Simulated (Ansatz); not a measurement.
## Electronic structure of TaN in real space

Input

```
crystal:
  lattice:
    - [2.73230769, 0.0, 0.0]
    - [0.0, 2.73230769, 0.0]
    - [0.0, 0.0, 2.73230769]
  atoms:
    - { symbol: Ta, position: [0.0, 0.0, 0.0] }
    - { symbol: "N", position: [0.5, 0.5, 0.5] }
hamiltonian:
  xc: pbesol
  pseudopotentials: { kind: paw }
kpoints:
  mp_grid: { grid: [10, 10, 10] }
  band_path:
    path:
      - [[0.0, 0.0, 0.0], [0.0, 0.5, 0.0], [0.5, 0.5, 0.0], [0.0, 0.0, 0.0], [0.5, 0.5, 0.5], [0.0, 0.5, 0.0]]
      - [[0.5, 0.5, 0.0], [0.5, 0.5, 0.5]]
    npoints: 14
scf:
  occupations: { method: fermi_dirac, width: 0.05 }
  n_extra_bands: 6
output:
  forces: true
  stress: true
  eigenvalues: true
  fatbands: true
  write_density: true
  write_potential: true
  elf: true
  volumetric_format: npy
```

Command:

```sh
ansatz run input.yaml --threads 2 --pin off --max-ram 5632MiB --backend cpu --events-out ev --progress --plain --runs-dir out
```

Below, planes, directions and counts refer to the conventional cell (a = 2.73 Å, b = 2.73 Å, c = 2.73 Å, α = 90.00°, β = 90.00°, γ = 90.00°).

Space group Pm-3m; a generated structure, not necessarily the stable one; built by placing these elements on a known structure type; computed pressure about −4 GPa in this cell.

Level of theory: Kohn-Sham DFT of a periodic cell, PBEsol, Ansatz PAW in Ansatz 0.2.0.

Core electrons are frozen (PAW), and the valence fields are smoothed inside the atomic spheres.

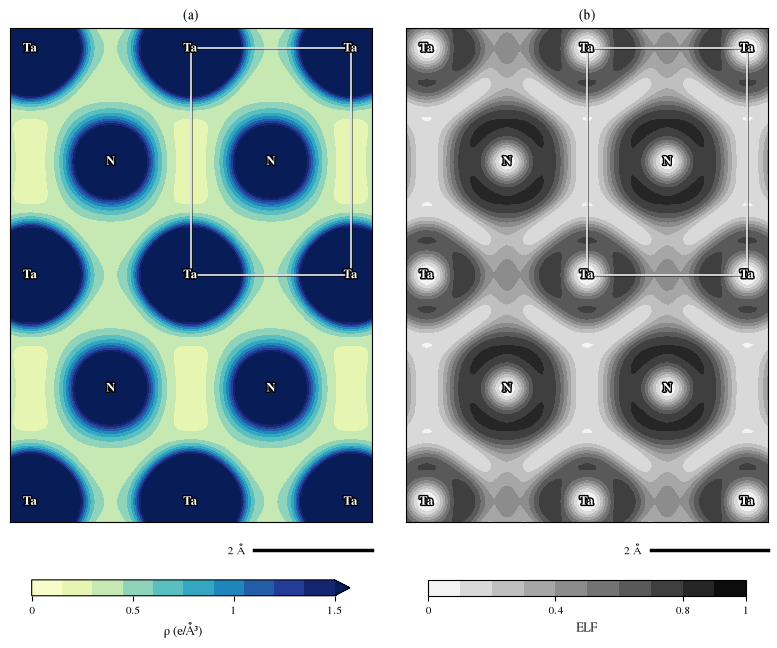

Figure 1. (a) valence electron density; (b) ELF on the (11̄0) plane of the conventional cell.

> Describe what can be read from this map.

The plane passes through Ta and N nuclei.
Ta–N (2.37 Å): ρ at the midpoint is about 0.4 e/Å³; the ELF peaks at about 0.80 in the valence shell of N, 0.7 Å from its nucleus, and is about 0.15 at the midpoint; no shared electron pair shows on this line.
Ta–Ta (2.73 Å): ρ at the midpoint is about 0.42 e/Å³; the ELF is about 0.45 at the midpoint.
Between the atoms the lowest density in this plane is 0.21 e/Å³.
The features right at Ta lie inside the PAW spheres, where the map follows smoothed inner orbitals and isn't to be read closely.

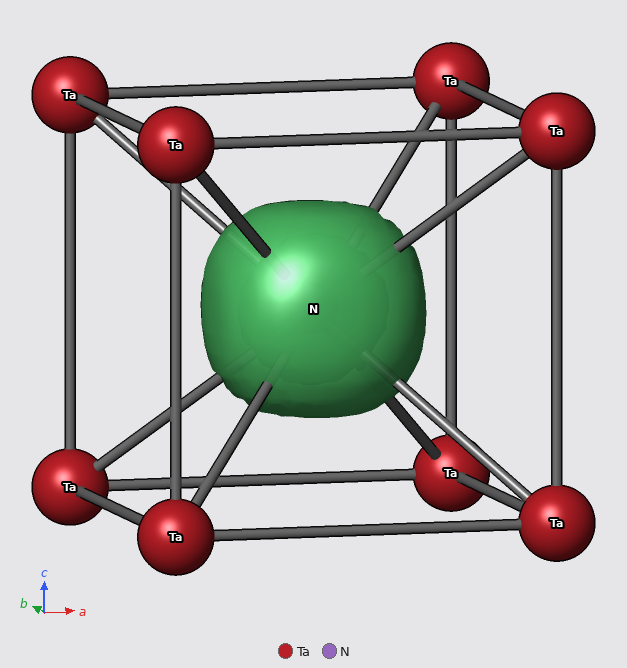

Figure 2. Isosurface of the ELF at 0.75 (green), seen slightly off an axis. Only the valence region is drawn (cores and ρ < 0.01 e/Å³ removed). Sticks mark near contacts.

> Identify the bonds, lone pairs and shells in this picture.

At this value the surface marks out one region wrapped around N (its valence shell), counted in one cell of 2 atoms. Any copies at cell faces, edges or corners count once.
